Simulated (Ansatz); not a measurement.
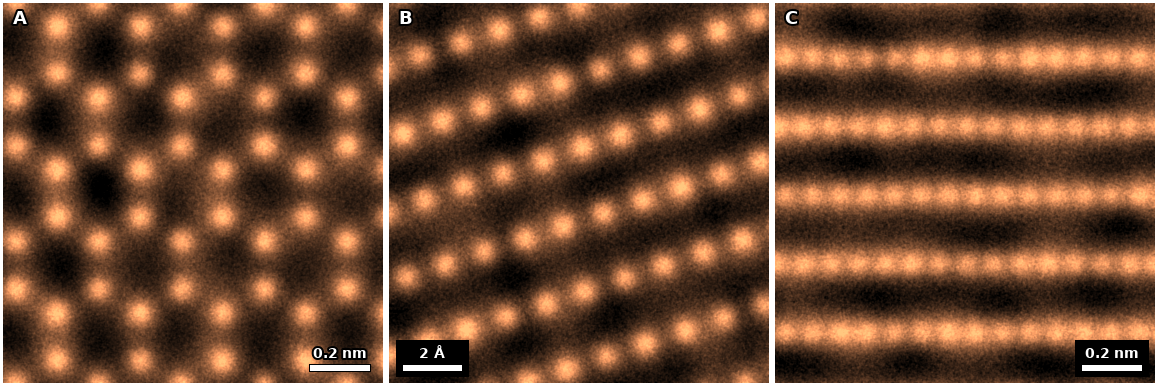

Three views of Al (P6_3/mmc, No. 194) along different zone axes. Simulated as the projected potential of neutral atoms (B = 0.8 Å²) blurred by a 0.50 Å probe, the thin-sample limit of integrated differential phase contrast. Shot noise and the speckle of an amorphous layer were added. Structure used: the end point of a relaxation with Ansatz 0.2.0, DFT PBEsol, scalar-relativistic, plane waves, PAW; the starting structure was generated, so it need not be a known form of this composition.

```yaml
crystal:
  lattice:
    - [2.83292, 0.00000, 0.00000]
    - [-1.41646, 2.45338, 0.00000]
    - [0.00000, 0.00000, 4.69565]
  atoms:
    - { symbol: Al, position: [0.66667, 0.33333, 0.25000] }
    - { symbol: Al, position: [0.33333, 0.66667, 0.75000] }
```

Question: Match the panels to the zone axes [001], [210] and [310].

Answer: A is [001]: projected cell 2.83 × 2.83 Å, 120°, plane group p6mm. B is [210]: projected cell 1.42 × 2.35 Å, 90°, plane group p2mm. C is [310]: projected cell 0.93 × 4.70 Å, 90°.
